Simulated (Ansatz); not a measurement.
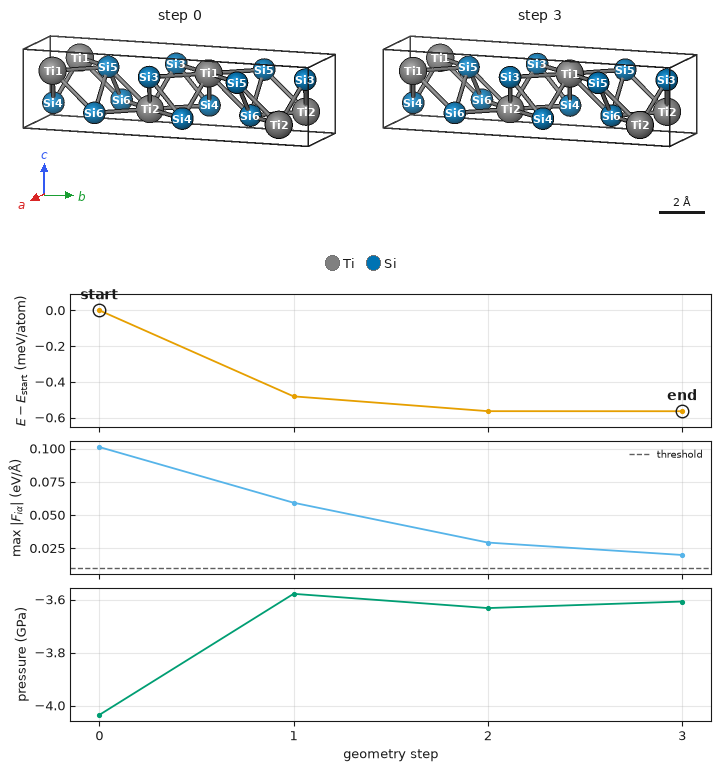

First and last geometry of a relaxation of a crystal of TiSi2 (set up in Cmcm), with the history of the run. A ball-and-stick model of the conventional cell (2 times the calculation's cell), seen slightly off an axis. Lengths and directions refer to the drawn axes.

Case: volume × 1.03, shape and atoms relaxed.

Method: DFT r2SCAN, scalar-relativistic, plane waves, PAW in Ansatz. (plane-wave cutoff 500 eV; k-point mesh 10 × 10 × 10; occupations gaussian; smearing width 0.1 eV; no spin polarisation; cell relaxed at fixed volume; force threshold 0.01 eV/Å; at most 30 steps)

> Read the history and describe the run.

The run was cut off at its time limit before the relaxation converged, so the last structure is only a point on the way. The energy falls by 0.6 meV per atom in 3 geometry steps. Largest force component: 0.1 eV/Å at the start, 0.02 eV/Å at the end. The pressure goes from −4.04 to −3.61 GPa. The largest moves relative to the cell, 0.012 Å, are those of Si3 and Si4. Si3 goes along +b. By element the largest moves are Si 0.012 Å, Ti 0.011 Å. The drawn cell changes at constant volume: a 3.563 → 3.554 Å (−0.2 %), b 13.645 → 13.712 Å (+0.5 %), c 3.600 → 3.591 Å (−0.2 %). Among the contacts that change: Si3–Si4 2.402 → 2.388 Å, Si5–Si6 2.533 → 2.526 Å, Ti1–Si3 2.834 → 2.838 Å, Ti1–Si5 2.683 → 2.679 Å. The space group stays Cmcm (No. 63). Cost: 6.6 min on 1 thread of Intel(R) Xeon(R) Processor @ 2.50GHz (Skylake/Cascade Lake), with other jobs on the host, peak memory 1.1 GiB.
